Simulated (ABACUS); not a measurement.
## Run report: TiO$_{2}$, band-structure run (part 1 of 2)

The run: band-structure run of TiO$_{2}$ (6 atoms in the cell). Method and program: Kohn-Sham DFT of a periodic cell, r2SCAN, SG15 ONCV 1.2 PBE, no spin polarisation (ABACUS 3.10.1).

The structure derives from an entry of the Crystallography Open Database.

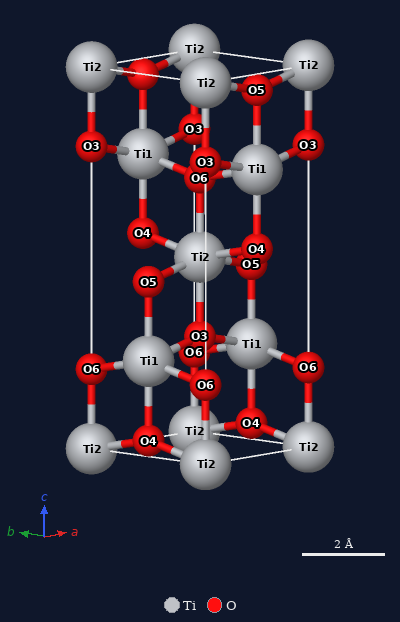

Fig. 1: The structure (ball-and-stick view of the cell 2 times as large as that of the calculation, set on its symmetry axes, seen at an oblique angle; atoms are numbered from 1 in the order of the input). An atom can appear more than once, as a periodic image. Near neighbours in the periodic cell (some may lie outside the picture): Ti has 6 O at 1.93 to 1.98 Å; O has 3 Ti at 1.93 to 1.98 Å.

### The input
```python
"""ABACUS run from a structure file: ASE reads it, the script writes STRU, KPT and INPUT."""
import re
import subprocess
from ase.io import read
from ase.units import Bohr

atoms = read("POSCAR")
atoms = atoms[(-atoms.numbers).argsort(kind="stable")]  # ABACUS lists atoms element by element
pseudo = {'Ti': 'Ti_ONCV_PBE-1.2.upf', 'O': 'O_ONCV_PBE-1.2.upf'}
orbital = {}
magmoms = None
kmesh = [6, 6, 6]
params = {
    'suffix': 'TiO2',
    'calculation': 'scf',
    'basis_type': 'pw',
    'pseudo_dir': './',
    'symmetry': 1,
    'dft_functional': 'MGGA_X_R2SCAN+MGGA_C_R2SCAN',
    'ecutwfc': 97,
    'pseudo_rcut': 7,
    'nspin': 1,
    'nbands': 35,
    'ks_solver': 'dav',
    'smearing_method': 'fd',
    'smearing_sigma': 0.00367493,
    'scf_thr': 1e-08,
    'scf_nmax': 100,
    'mixing_type': 'broyden',
    'mixing_beta': 0.7,
    'cal_force': 1,
    'cal_stress': 1,
    'mixing_tau': 1,
    'out_chg': 1,
    'kpar': 4,
}

symbols = atoms.get_chemical_symbols()
elements = list(dict.fromkeys(symbols))
lines = ["ATOMIC_SPECIES"] + [f"{e} {atoms.get_masses()[symbols.index(e)]:.4f} {pseudo[e]}" for e in elements]
if orbital:
    lines += ["", "NUMERICAL_ORBITAL"] + [orbital[e] for e in elements]
lines += ["", "LATTICE_CONSTANT", f"{1 / Bohr:.10f}", "", "LATTICE_VECTORS"]
lines += [" ".join(f"{x:.10f}" for x in v) for v in atoms.cell]
lines += ["", "ATOMIC_POSITIONS", "Direct"]
for e in elements:
    lines += ["", e, "0.0", str(symbols.count(e))]
    for i, p in enumerate(atoms.get_scaled_positions(wrap=False)):
        if symbols[i] == e:
            mag = "" if magmoms is None else " mag " + " ".join(str(x) for x in (magmoms[i] if isinstance(magmoms[i], list) else [magmoms[i]]))
            lines.append(" ".join(f"{x:.10f}" for x in p) + " 1 1 1" + mag)
open("STRU", "w").write("\n".join(lines) + "\n")
open("KPT", "w").write("K_POINTS\n0\nGamma\n%d %d %d 0 0 0\n" % tuple(kmesh))
open("INPUT", "w").write("INPUT_PARAMETERS\n" + "".join(f"{k:<20s}{v}\n" for k, v in params.items()))

done = subprocess.run(['mpirun', '-np', '4', 'abacus'])
if done.returncode:
    raise SystemExit(done.returncode)
log = open("OUT.TiO2/running_scf.log").read()
print("final energy (eV):", re.findall(r"FINAL_ETOT_IS (\S+)", log))
```

### File POSCAR
```
TiO2
1.0
   -1.8921000000      1.8921000000      4.7573000000
    1.8921000000     -1.8921000000      4.7573000000
    1.8921000000      1.8921000000     -4.7573000000
Ti O
2 4
Direct
    0.7500000000      0.2500000000      0.5000000000
    0.0000000000      0.0000000000      0.0000000000
    0.7919000000      0.7919000000      0.0000000000
    0.5419000000      0.0419000000      0.5000000000
    0.9581000000      0.4581000000      0.5000000000
    0.2081000000      0.2081000000      0.0000000000
```

### File INPUT
```
INPUT_PARAMETERS
suffix              TiO2
calculation         scf
basis_type          pw
pseudo_dir          ./
symmetry            1
dft_functional      MGGA_X_R2SCAN+MGGA_C_R2SCAN
ecutwfc             97
pseudo_rcut         7
nspin               1
nbands              35
ks_solver           dav
smearing_method     fd
smearing_sigma      0.00367493
scf_thr             1e-08
scf_nmax            100
mixing_type         broyden
mixing_beta         0.7
cal_force           1
cal_stress          1
mixing_tau          1
out_chg             1
kpar                4
```

### File STRU
```
ATOMIC_SPECIES
Ti 47.8670 Ti_ONCV_PBE-1.2.upf
O 15.9990 O_ONCV_PBE-1.2.upf

LATTICE_CONSTANT
1.8897261258

LATTICE_VECTORS
-1.8921000000 1.8921000000 4.7573000000
1.8921000000 -1.8921000000 4.7573000000
1.8921000000 1.8921000000 -4.7573000000

ATOMIC_POSITIONS
Direct

Ti
0.0
2
0.7500000000 0.2500000000 0.5000000000 1 1 1
0.0000000000 -0.0000000000 0.0000000000 1 1 1

O
0.0
4
0.7919000000 0.7919000000 0.0000000000 1 1 1
0.5419000000 0.0419000000 0.5000000000 1 1 1
0.9581000000 0.4581000000 0.5000000000 1 1 1
0.2081000000 0.2081000000 0.0000000000 1 1 1
```

### File KPT
```
K_POINTS
0
Gamma
6 6 6 0 0 0
```

Launched with:
```bash
OMP_NUM_THREADS=1 python run_abacus.py > log
```

### Output
```
ABACUS v3.10.1

               Atomic-orbital Based Ab-initio Computation at UStc

 ------------------------------------------------------------------------------------

 READING GENERAL INFORMATION
                           global_out_dir = OUT.TiO2/
                           global_in_card = INPUT
                               pseudo_dir = ./
                              orbital_dir =
                                    DSIZE = 4
                                    GSIZE = 1

 READING UNITCELL INFORMATION
                                    ntype = 2
                  lattice constant (Bohr) = 1.88973
              lattice constant (Angstrom) = 1

 READING ATOM TYPE 1
                               atom label = Ti
                      L=0, number of zeta = 1
                      L=1, number of zeta = 1
                      L=2, number of zeta = 1
             number of atom for this type = 2

 READING ATOM TYPE 2
                               atom label = O
                      L=0, number of zeta = 1
                      L=1, number of zeta = 1
                      L=2, number of zeta = 1
             number of atom for this type = 4

                        TOTAL ATOM NUMBER = 6
DIRECT COORDINATES
    atom                   x                   y                   z     mag                  vx                  vy                  vz
taud_Ti1            0.7500000000        0.2500000000        0.5000000000  0.0000        0.0000000000        0.0000000000        0.0000000000
taud_Ti2            0.0000000000        0.0000000000        0.0000000000  0.0000        0.0000000000        0.0000000000        0.0000000000
taud_O1            0.7919000000        0.7919000000        0.0000000000  0.0000        0.0000000000        0.0000000000        0.0000000000
taud_O2            0.5419000000        0.0419000000        0.5000000000  0.0000        0.0000000000        0.0000000000        0.0000000000
taud_O3            0.9581000000        0.4581000000        0.5000000000  0.0000        0.0000000000        0.0000000000        0.0000000000
taud_O4            0.2081000000        0.2081000000        0.0000000000  0.0000        0.0000000000        0.0000000000        0.0000000000

                          Volume (Bohr^3) = 459.733
                             Volume (A^3) = 68.1253

 Lattice vectors: (Cartesian coordinate: in unit of a_0)
              -1.8921             +1.8921             +4.7573
              +1.8921             -1.8921             +4.7573
              +1.8921             +1.8921             -4.7573
 Reciprocal vectors: (Cartesian coordinate: in unit of 2 pi/a_0)
                   +0           +0.264257           +0.105102
            +0.264257                  +0           +0.105102
            +0.264257           +0.264257                  +0
 The esolver type has been set to : ksdft_pw

                PAO radial cut off (Bohr) = 7

 Read in pseudopotential file is Ti_ONCV_PBE-1.2.upf
                     pseudopotential type = NC
          exchange-correlation functional = PBE
                 nonlocal core correction = 0
                        valence electrons = 12
                                     lmax = 2
                           number of zeta = 0
                     number of projectors = 6
                           L of projector = 0
                           L of projector = 0
                           L of projector = 1
                           L of projector = 1
                           L of projector = 2
                           L of projector = 2
 XC functional updated to : MGGA_X_R2SCAN+MGGA_C_R2SCAN
          exchange-correlation functional = MGGA_X_R2SCAN+MGGA_C_R2SCAN
                PAO radial cut off (Bohr) = 7

 Read in pseudopotential file is O_ONCV_PBE-1.2.upf
                     pseudopotential type = NC
          exchange-correlation functional = PBE
                 nonlocal core correction = 0
                        valence electrons = 6
                                     lmax = 1
                           number of zeta = 0
                     number of projectors = 4
                           L of projector = 0
                           L of projector = 0
                           L of projector = 1
                           L of projector = 1
 XC functional updated to : MGGA_X_R2SCAN+MGGA_C_R2SCAN
          exchange-correlation functional = MGGA_X_R2SCAN+MGGA_C_R2SCAN
     initial pseudo atomic orbital number = 0

 SETUP THE ELECTRONS NUMBER
            electron number of element Ti = 12
      total electron number of element Ti = 24
             electron number of element O = 6
       total electron number of element O = 24
            AUTOSET number of electrons:  = 48
                           occupied bands = 24
                                   NBANDS = 35
                                   NLOCAL = 54

%%%%%%%%%%%%%%%%%%%%%%%%%%%%%%%%%%%%%%%%%%%%%%%%%%%%%%%%%%%%%%%%%%%%%%%%%%%%%%%%%%%%%%%%%%%%%%%%%%%%%%%%%%
 Warning: the number of valence electrons in pseudopotential > 4 for Ti: [Ar] 3d2 4s2
 Pseudopotentials with additional electrons can yield (more) accurate outcomes, but may be less efficient.
 If you're confident that your chosen pseudopotential is appropriate, you can safely ignore this warning.
%%%%%%%%%%%%%%%%%%%%%%%%%%%%%%%%%%%%%%%%%%%%%%%%%%%%%%%%%%%%%%%%%%%%%%%%%%%%%%%%%%%%%%%%%%%%%%%%%%%%%%%%%%

 SETUP THE PLANE WAVE BASIS
 energy cutoff for charge/potential (unit:Ry) = 388
            fft grid for charge/potential = [ 72, 72, 72 ]
                        fft grid division = [ 1, 1, 1 ]
        big fft grid for charge/potential = [ 72, 72, 72 ]
                                     nbxx = 373248
                                     nrxx = 373248

 SETUP PLANE WAVES FOR CHARGE/POTENTIAL
                    number of plane waves = 59409
                         number of sticks = 2811

 PARALLEL PW FOR CHARGE/POTENTIAL
     PROC   COLUMNS(POT)             PW
        1           2811          59409
 --------------- sum -------------------
        1           2811          59409
                            number of |g| = 3524
                                  max |g| = 35.0925
                                  min |g| = 0

----------- Double Check Mixing Parameters Begin ------------
mixing_type: broyden
mixing_beta: 0.7
mixing_gg0: 1
mixing_gg0_min: 0.1
mixing_ndim: 8
----------- Double Check Mixing Parameters End ------------

 LATTICE VECTORS: (CARTESIAN COORDINATE: IN UNIT OF A0)
              -1.8921             +1.8921             +4.7573
              +1.8921             -1.8921             +4.7573
              +1.8921             +1.8921             -4.7573
                       right hand lattice = 1
                                   NORM_A = 5.4582
                                   NORM_B = 5.4582
                                   NORM_C = 5.4582
                           ALPHA (DEGREE) = 139.435
                           BETA  (DEGREE) = 139.435
                           GAMMA (DEGREE) = 58.7128

 The lattice vectors have been changed (STRU_SIMPLE.cif)

(for optimal symmetric configuration:)
                             BRAVAIS TYPE = 6
                     BRAVAIS LATTICE NAME = 06. Tetrogonal I (body-centered)
                                    ibrav = 6
                                    IBRAV = 6
                                  BRAVAIS = BODY CENTERED TETROGONAL CELL
                       LATTICE CONSTANT A = 3.7842
                                C/A RATIO = 2.5143
Original cell was already a primitive cell.
                        ROTATION MATRICES = 16
              PURE POINT GROUP OPERATIONS = 8
                   SPACE GROUP OPERATIONS = 16
                                       C2 = 3
                                       C3 = 0
                                       C4 = 0
                                       C6 = 0
                                       S1 = 2
                                       S3 = 0
                                       S4 = 2
                                       S6 = 0
                              POINT GROUP = D_2d
               POINT GROUP IN SPACE GROUP = D_4h

 SETUP K-POINTS
                                    nspin = 1
                   Input type of k points = Monkhorst-Pack(Gamma)
                                   nkstot = 216
                       right hand lattice = 1
(for reciprocal lattice: )
                             BRAVAIS TYPE = 6
                     BRAVAIS LATTICE NAME = 06. Tetrogonal I (body-centered)
                                    ibrav = 6
                       right hand lattice = 1
(for k-lattice: )
                             BRAVAIS TYPE = 6
                     BRAVAIS LATTICE NAME = 06. Tetrogonal I (body-centered)
                                    ibrav = 6
                       right hand lattice = 1
                        ROTATION MATRICES = 16
                               nkstot_ibz = 30
K-POINTS REDUCTION ACCORDING TO SYMMETRY
     IBZ    DIRECT_X    DIRECT_Y    DIRECT_Z  WEIGHT  ibz2bz
       1  0.00000000  0.00000000  0.00000000  0.0046       0
       2 -0.16666667  0.00000000  0.16666667  0.0370       1
       3 -0.33333333  0.00000000  0.33333333  0.0370       2
       4  0.50000000  0.00000000  0.50000000  0.0185       3
       5 -0.16666667 -0.16666667  0.33333333  0.0370       7
       6  0.33333333  0.16666667  0.50000000  0.0741       8
       7  0.50000000  0.16666667  0.33333333  0.0741       9
       8 -0.33333333  0.16666667  0.16666667  0.0741      10
       9 -0.16666667  0.16666667  0.00000000  0.0185      11
      10  0.33333333  0.33333333  0.33333333  0.0370      14
      11  0.50000000  0.33333333  0.16666667  0.0741      15
      12 -0.33333333  0.33333333  0.00000000  0.0185      16
      13  0.50000000  0.50000000  0.00000000  0.0093      21
      14  0.50000000  0.16666667  0.16666667  0.0370      43
      15  0.33333333  0.16666667  0.33333333  0.0370      44
      16 -0.16666667  0.16666667  0.16666667  0.0185      47
      17  0.33333333  0.33333333  0.16666667  0.0185      50
      18 -0.33333333  0.33333333  0.16666667  0.0370      52
      19 -0.33333333  0.16666667  0.33333333  0.0370      53
      20  0.50000000  0.50000000  0.16666667  0.0185      57
      21  0.50000000  0.33333333  0.33333333  0.0741      58
      22  0.50000000  0.16666667  0.50000000  0.0370      59
      23  0.33333333  0.33333333  0.50000000  0.0370      64
      24  0.33333333  0.16666667 -0.33333333  0.0370      65
      25  0.16666667  0.16666667 -0.16666667  0.0093      71
      26 -0.33333333  0.33333333  0.33333333  0.0185      88
      27  0.50000000  0.50000000  0.33333333  0.0185      93
      28  0.50000000  0.33333333  0.50000000  0.0370      94
      29  0.33333333  0.33333333 -0.33333333  0.0093     100
      30  0.50000000  0.50000000  0.50000000  0.0046     129

                               nkstot now = 30
[... K-POINTS DIRECT COORDINATES: 30 rows ...]

           k-point number in this process = 8
       minimum distributed K point number = 7
[... stars of the k points ...]

[... K-POINTS CARTESIAN COORDINATES: 8 rows ...]

[... K-POINTS DIRECT COORDINATES: 8 rows ...]

 SETUP PLANE WAVES FOR WAVE FUNCTIONS
     energy cutoff for wavefunc (unit:Ry) = 97
              fft grid for wave functions = [ 72, 72, 72 ]
                    number of plane waves = 9911
                         number of sticks = 847

 PARALLEL PW FOR WAVE FUNCTIONS
     PROC   COLUMNS(POT)             PW
        1            847           9911
 --------------- sum -------------------
        1            847           9911

 SETUP NONLOCAL PSEUDOPOTENTIALS IN PLANE WAVE BASIS
 Ti non-local projectors:
 projector 1 L=0
 projector 2 L=0
 projector 3 L=1
 projector 4 L=1
 projector 5 L=2
 projector 6 L=2
 O non-local projectors:
 projector 1 L=0
 projector 2 L=0
 projector 3 L=1
 projector 4 L=1
      TOTAL NUMBER OF NONLOCAL PROJECTORS = 68

 Init Non-Local PseudoPotential table :
 Init Non-Local-Pseudopotential done.

                                     npwx = 7423

 -------------------------------------------
 SELF-CONSISTENT
 -------------------------------------------

                                 init_chg = atomic

 PW ALGORITHM --------------- ION=   1  ELEC=   1--------------------------------

 Density error is 2.8551566143
                          Error Threshold = 0.01
----------------------------------------------------------
     Energy           Rydberg                 eV
----------------------------------------------------------
 E_KohnSham     -358.2445935224      -4874.1677495984
 E_Harris       -358.9794159793      -4884.1655220301
 E_Fermi        0.6058831034         8.2434625279
----------------------------------------------------------

 PW ALGORITHM --------------- ION=   1  ELEC=   2--------------------------------

 Density error is 11.1162090381
                          Error Threshold = 0.00594824294645
----------------------------------------------------------
     Energy           Rydberg                 eV
----------------------------------------------------------
 E_KohnSham     -356.9381298876      -4856.3923999360
 E_Harris       -346.2785929143      -4711.3619590575
 E_Fermi        0.6337336009         8.6223879862
----------------------------------------------------------

 PW ALGORITHM --------------- ION=   1  ELEC=   3--------------------------------

 Density error is 0.596012840436
                          Error Threshold = 0.00594824294645
----------------------------------------------------------
     Energy           Rydberg                 eV
----------------------------------------------------------
 E_KohnSham     -359.5147088681      -4891.4485554174
 E_Harris       -363.7989687124      -4949.7389010130
 E_Fermi        0.6744550760         9.1764320782
```
